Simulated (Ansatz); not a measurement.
## Electronic structure of W₂C in real space

The calculation's input:

```
crystal:
  lattice:
    - [3.07004564, 0.0, 0.0]
    - [-1.53502282, 2.65873752, 0.0]
    - [0.0, 0.0, 4.67842817]
  atoms:
    - { symbol: W, position: [0.33333333, 0.66666667, 0.74633098] }
    - { symbol: W, position: [0.66666667, 0.33333333, 0.25366902] }
    - { symbol: C, position: [0.0, 0.0, 0.0] }
basis:
  ecutwfc: 420
kpoints:
  mp_grid: { grid: [18, 18, 10] }
hamiltonian:
  xc: pbe
scf:
  occupations: { method: gaussian, width: 0.1 }
output:
  forces: true
  stress: true
  eigenvalues: true
  write_density: true
  write_potential: true
  elf: true
  volumetric_format: npy
relax:
  adjacent_minimum: "off"
  f_tol: 0.01
  max_steps: 80
  cell: { stress_tol: 0.05 }
```

Command:

```sh
ansatz run input.yaml --threads 1 --pin off --max-ram 2560MiB --backend cpu --events-out ev --progress --plain --runs-dir out
```

Below, planes, directions and counts refer to the conventional cell (a = 3.06 Å, b = 3.06 Å, c = 4.68 Å, α = 90.00°, β = 90.00°, γ = 120.00°).

The fields are those of the run's last geometry, not of the input's.

Space group P-3m1; a structure generated by program, which may or may not match a known phase.

Level of theory: DFT PBE, scalar-relativistic, plane waves, PAW (Ansatz).

The density is the valence pseudo-density of a PAW calculation; it isn't the true density close to the nuclei.

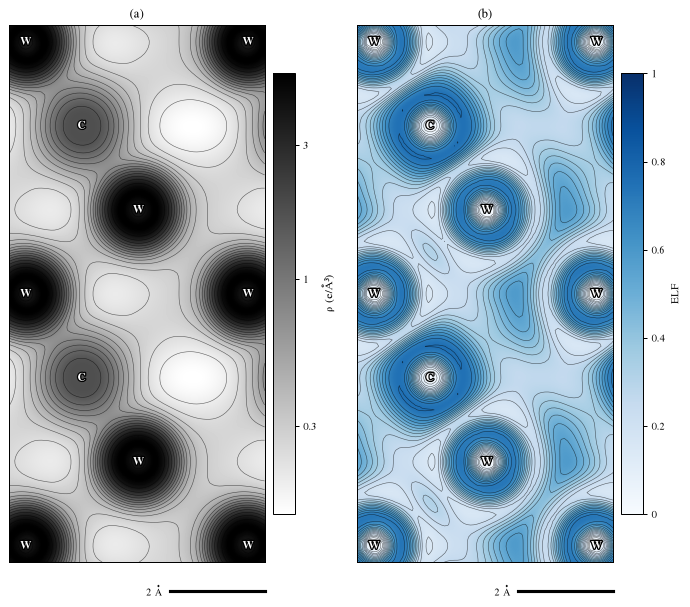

Figure 1. (a) valence charge density (pseudo); (b) ELF on the (110) plane of the conventional cell.

Q: Interpret the plot.

A: The section cuts through W and C sites. W–C (2.13 Å): ρ at the midpoint is about 0.74 e/Å³; the ELF peaks at about 0.75 in the valence shell of C, 0.6 Å from its nucleus, and is about 0.30 at the midpoint. W–W (2.90 Å): ρ is about 0.34 e/Å³ halfway; the ELF is about 0.45 at the midpoint. W–W (2.96 Å): ρ is about 0.33 e/Å³ halfway; the ELF is about 0.30 at the midpoint. Between the atoms the lowest density in this plane is 0.15 e/Å³. The features right at W lie inside the PAW spheres, where the map follows smoothed inner orbitals and isn't to be read closely.

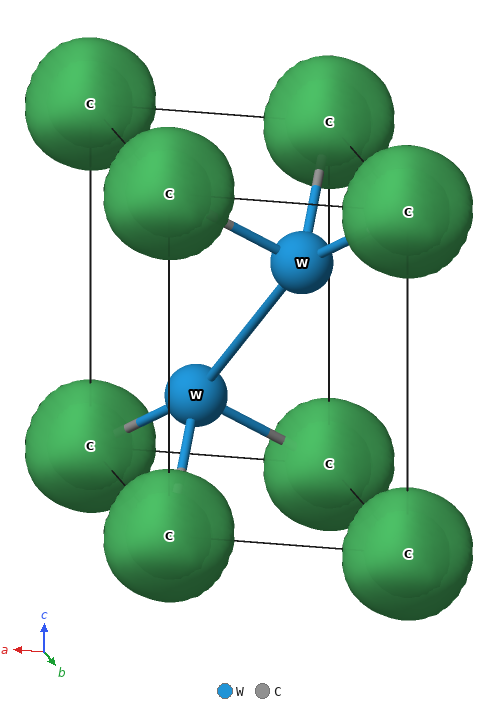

Figure 2. Isosurface of the ELF at 0.7 (green), seen at an oblique angle. Only the valence region is drawn (cores and ρ < 0.01 e/Å³ removed). Sticks mark near contacts.

Q: What do the ELF domains correspond to?

A: The ELF exceeds this value in one region wrapped around C (its valence shell), counted in one cell of 3 atoms. Any copies at cell faces, edges or corners count once.

Q: Does the calculation give a band gap?

A: It is metallic or semimetallic at this level of theory: no gap opens.
